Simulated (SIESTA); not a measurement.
# A series of single points on MgO

System: MgO (P-6m2, 2 atoms in the cell).
Method: Kohn-Sham DFT of a periodic cell, PBEsol, PseudoDojo 0.4 standard, converted to PSML, no spin polarisation (SIESTA 5.4.2).

The 7 runs differ only in the geometry, by an even scaling of the cell at fixed fractional positions. The structure derives from a Materials Project entry.

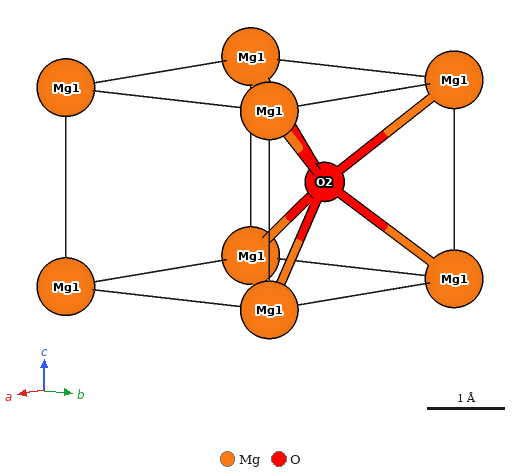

Figure 1. The structure of run 4 (ball-and-stick view of the cell of the calculation, seen at an oblique angle; atoms are numbered from 1 in the order of the input). An atom can appear more than once, as a periodic image.

## Input of run 4
```
SystemName                      MgO
SystemLabel                     MgO
NumberOfSpecies                 2
NumberOfAtoms                   2
%block ChemicalSpeciesLabel
  1  12 Mg
  2   8 O
%endblock ChemicalSpeciesLabel

LatticeConstant                 1.0 Ang
%block LatticeVectors
     2.9380209034     0.0000000000     0.0000000000
    -1.4690104517     2.5444007392     0.0000000000
     0.0000000000     0.0000000000     2.6796800000
%endblock LatticeVectors
AtomicCoordinatesFormat         Fractional
%block AtomicCoordinatesAndAtomicSpecies
     0.0000000000     0.0000000000     0.0000000000  1  Mg
     0.3333333333     0.6666666667     0.5000000000  2  O
%endblock AtomicCoordinatesAndAtomicSpecies

%block kgrid.MonkhorstPack
   10   0   0  0.0
    0  10   0  0.0
    0   0  10  0.0
%endblock kgrid.MonkhorstPack
XC.Functional                   GGA
XC.Authors                      PBEsol
PAO.BasisSize                   DZP
PAO.EnergyShift                 0.003 Ry
Mesh.Cutoff                     800 Ry
OccupationFunction              FD
ElectronicTemperature           0.05 eV
MaxSCFIterations                120
SCF.MustConverge                false
SCF.Mixer.Method                Pulay
SCF.Mixer.Weight                0.25
SCF.Mixer.History               8
SCF.DM.Tolerance                5.0e-05
SCF.H.Tolerance                 1.0e-03 eV
WriteForces                     true
Charge.Mulliken                 end
%block PAO.Basis
  Mg 4
  n=2 0 2
    2.604 0.000
  n=3 0 2
    8.229 0.000
  n=2 1 2
    2.943 0.000
  n=3 1 1
    8.229
%endblock PAO.Basis
```

Command:
```bash
siesta MgO.fdf > MgO.out 2>&1
```

Run 2 differs from it as follows:
```diff
-     2.9380209034     0.0000000000     0.0000000000
-    -1.4690104517     2.5444007392     0.0000000000
-     0.0000000000     0.0000000000     2.6796800000
+     2.8983130506     0.0000000000     0.0000000000
+    -1.4491565253     2.5100127300     0.0000000000
+     0.0000000000     0.0000000000     2.6434636685
```

## Results, with one run withheld

```csv
run,volume per atom (Å³),"free energy per atom, from the lowest run given (meV)",pressure (GPa),gap on the mesh (eV)
1,9.415,14.68,9.08,3.37
2,9.615,?,?,?
3,9.816,0.90,2.21,3.04
4,10.016,0.00,−0.73,2.89
5,10.216,2.61,−3.43,2.75
6,10.417,8.52,−5.99,2.61
7,10.617,17.39,−8.16,2.48
```

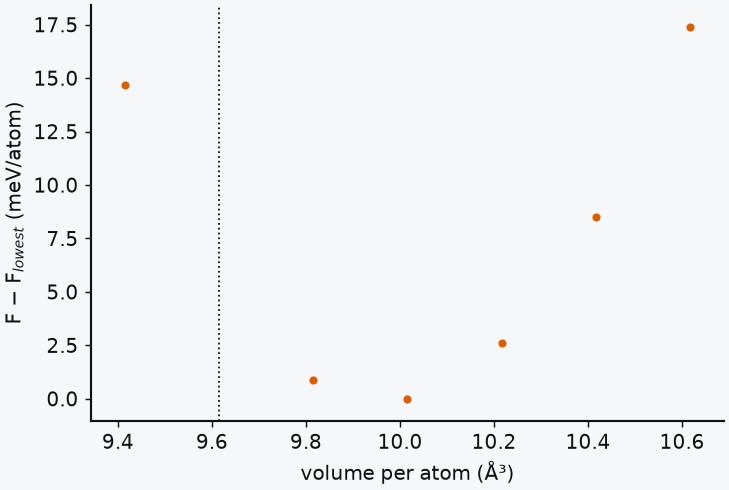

Figure 2. Free energy per atom of the runs given; the dotted line marks run 2.

Estimate the energy of run 2 from the others.

A cubic polynomial in V^(−2/3) (the Birch–Murnaghan form), fitted to the 6 runs given, misses them by at most 0.01 meV per atom. With x = V^(−2/3) − 0.21445 Å⁻², it reads F = 0.35972 − 648.13 x + 2.1795e+05 x² − 3.811e+05 x³ (meV per atom). At run 2 it gives 5.70 meV per atom, and the run itself gives 5.62. The slope of the fit gives a pressure −dF/dV of 5.46 GPa there, and the run prints 5.44 GPa. The fit has its minimum at 9.965 Å³ per atom, where V d²F/dV² gives 144 GPa. Cell shape and fractional positions are held, so this is the stiffness under even scaling; the relaxed bulk modulus wasn't computed. The gap on the mesh goes, without turning, from 3.37 eV in run 1 to 2.48 eV in run 7; run 2 has 3.20 eV. These are gaps of this functional on this mesh, which can miss the band edges; they aren't the measured gap.

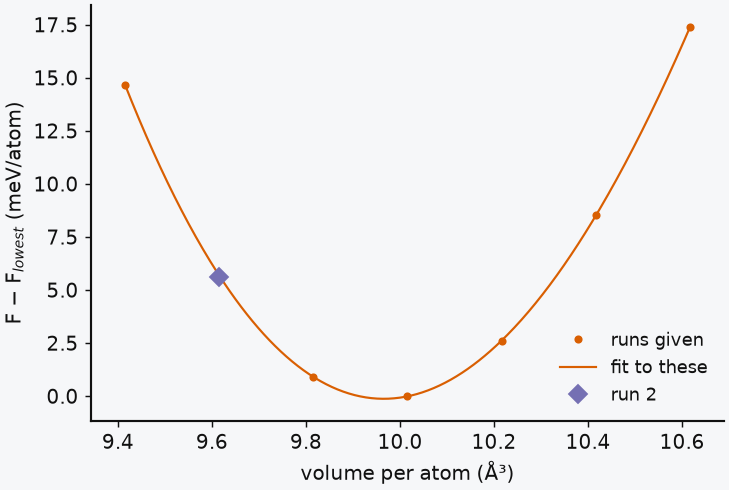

Figure 3. The fit and the withheld run.

## Some lines of the output (run 2)
```
[...]
outcell: Cell volume (Ang**3)        :     19.2307
stepf: Fermi-Dirac step function
siesta: Etot    =     -2062.168612
siesta: FreeEng =     -2062.168612
        iscf     Eharris(eV)        E_KS(eV)     FreeEng(eV)     dDmax    Ef(eV) dHmax(eV)
siesta: E_KS(eV) =            -2064.4111
siesta: E_KS - E_eggbox =     -2064.4111
siesta: Etot    =     -2064.411053
siesta: FreeEng =     -2064.411053
siesta:         Fermi =      -5.588852
siesta: Cell volume =         19.230677 Ang**3
    Orbital volume contribution        =           1.323150 eV
```

Notes: Points of doubt noted for this run: mulliken charges of long orbitals. With a small basis of atomic orbitals these values can differ much from converged plane-wave results.
